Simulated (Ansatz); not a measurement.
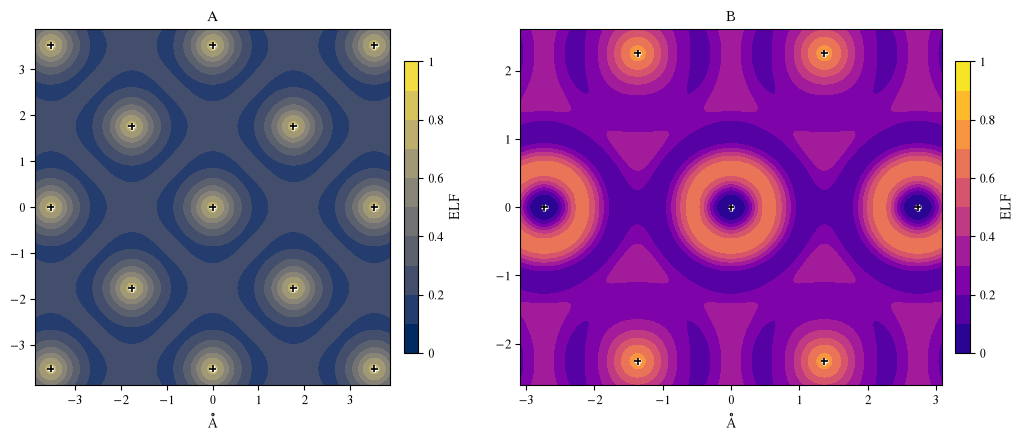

The electron localisation function of 2 systems, each on a plane through atoms (crosses mark nuclei in the plane).

Method: DFT, LDA, PAW with Ansatz's default frozen-core files, scalar-relativistic in Ansatz.

System 1: Ni, the (010) plane of the conventional cell. Space group Fm-3m; computed pressure about −18 GPa in this cell; computed without spin polarisation.

```
CELL_PARAMETERS angstrom
3.52387 0.00000 0.00000
0.00000 3.52387 0.00000
0.00000 0.00000 3.52387
ATOMIC_POSITIONS crystal
Ni 0.00000 0.00000 0.00000
Ni 0.00000 0.50000 0.50000
Ni 0.50000 0.50000 0.00000
Ni 0.50000 0.00000 0.50000
```

System 2: TiNi, the (101) plane of the conventional cell. Space group P4/mmm; a structure from a database of computed crystals, not necessarily the ambient phase; computed pressure about −12 GPa in this cell; spin-polarised.

```
Ti Ni
1.0
     2.73580    0.00000    0.00000
     0.00000    2.73580    0.00000
     0.00000    0.00000    3.58141
Ti Ni
1 1
Cartesian
  1.3679 1.3679 1.7907
  0.0000 0.0000 0.0000
```

Match each panel to its system.

Answer. Panel A is system 1, Ni: the plane holds Ni. Ni–Ni (2.49 Å): the ELF is about 0.25 at the midpoint (no shared electron pair shows on this line). Panel B is system 2, TiNi: the plane holds Ti and Ni. Ti–Ni (2.64 Å): the ELF is about 0.25 at the midpoint (no shared electron pair shows on this line).
